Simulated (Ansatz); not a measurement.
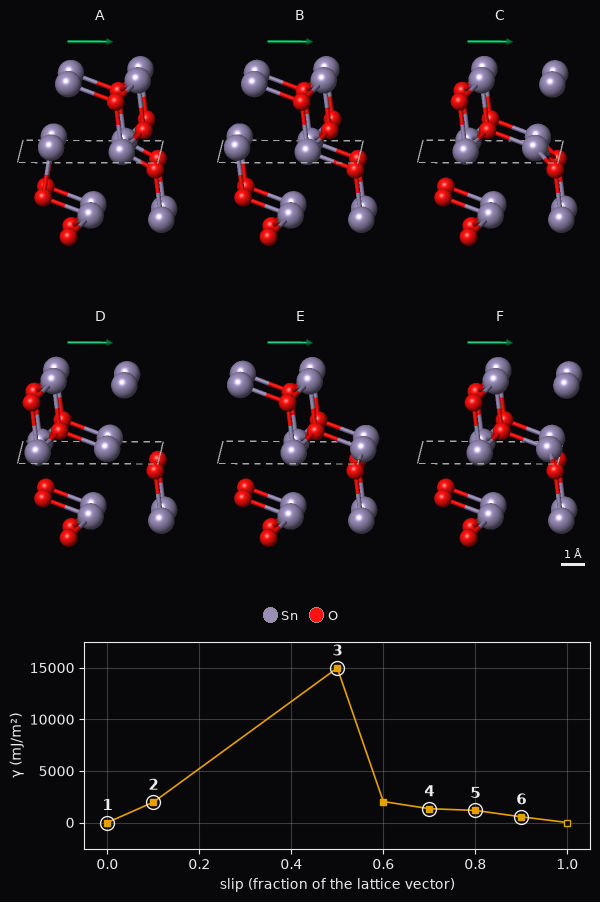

Crystalline SnO (P4/nmm): the crystal above a cut along the (1 0 1) plane of the conventional cell (between a plane of O below and one of Sn above, 0.71 Å apart) is slid rigidly by fractions of an in-plane lattice vector 6.15 Å long (a generalised stacking fault). One cut stands in each cell, which starts 9.0 Å high; nothing is relaxed, and the dashed outline marks the cut, the arrow on top the direction of slip. The frames are shuffled; the numbered points of the plot belong to them. Hollow markers are points alike by symmetry, not computed again. The picture is a ball-and-stick view of the layers on both sides of the cut, seen from the side, nearly along the cut plane.

All numbers below come from DFT PBEsol, scalar-relativistic, plane waves, PAW (Ansatz 0.2.0). Set-up: plane-wave cutoff 420 eV; k-point mesh 8 × 12 × 6; occupations gaussian; smearing width 0.15 eV; no spin polarisation. Energies (free energies at the smearing named) are counted from the cell as listed in its source, which wasn't relaxed.

> Which frame belongs to which numbered point?

Point 1 is frame B (the slip 0.00, 0 mJ/m²); 2 is frame A (the slip 0.10, 1969 mJ/m²); 3 is frame D (the slip 0.50, 14972 mJ/m²); 4 is frame C (the slip 0.70, 1338 mJ/m²); 5 is frame F (the slip 0.80, 1171 mJ/m²); 6 is frame E (the slip 0.90, 551 mJ/m²). The curve starts and ends at zero, since a full lattice vector restores the crystal. Its highest computed point is 14972 mJ/m² at slip 0.50. The points are too sparse to place its extrema closely. Relaxation across the fault would lower the values.
